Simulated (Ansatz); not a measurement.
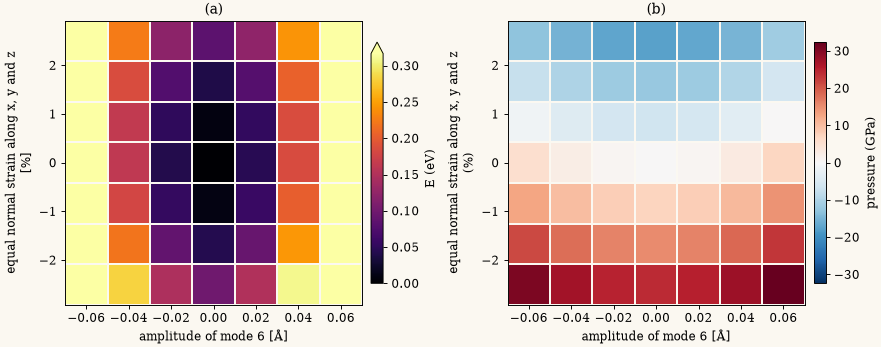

C (P6/mmm, No. 191; 2 atoms in the cell). 
- The energy is mapped over a normal mode and a strain (zone-centre modes of the 2-atom cell of this scan) (x along [1 0 0], y along [1 2 0], z along [0 0 1] of the conventional cell).
- First axis: amplitude of mode 6 (1567 cm⁻¹), largest displacement in the unstrained cell. Second axis: equal normal strain along x, y and z.
- Nothing is relaxed (the pattern is fixed in fractional coordinates).
- The scan uses a 7 × 7 grid.
- Points are written as (first, second).
- Energies: eV per cell, counted from the lowest grid point.
- Method: Ansatz 0.2.0, DFT PBE+D3(BJ), scalar-relativistic, plane waves, PAW. Settings: cutoff 520 eV, k-mesh 21×21×12 in the order of the run's cell vectors, gaussian smearing 0.15 eV, no spin polarisation.

Panel (a) is the energy; panel (b) is the computed pressure, in GPa.

Drawn: one coloured cell a grid point, one colour for all values above the top of the scale.

How does the pressure vary over the map, and what is it at the lowest grid point?

It runs from −17.5 GPa at (0.00 Å, 2.50 %) to 32.4 GPa at (0.06 Å, −2.50 %). At the lowest grid point, (0.00 Å, 0.00 %), it is 0.0 GPa.

```tsv
second ↓, first →	−0.06	−0.04	−0.02	0.00	0.02	0.04	0.06
2.50	−13.0	−15.4	−17.0	−17.5	−16.9	−14.9	−11.5
1.67	−7.5	−10.1	−11.8	−12.4	−11.7	−9.6	−6.0
0.83	−1.4	−4.1	−5.9	−6.5	−5.8	−3.6	0.2
0.00	5.3	2.5	0.7	0.0	0.7	3.0	7.0
−0.83	12.9	9.9	7.9	7.3	8.0	10.4	14.6
−1.67	21.3	18.2	16.1	15.4	16.2	18.7	23.1
−2.50	30.5	27.2	25.1	24.3	25.1	27.8	32.4
```

PAW datasets: the set soft_1.
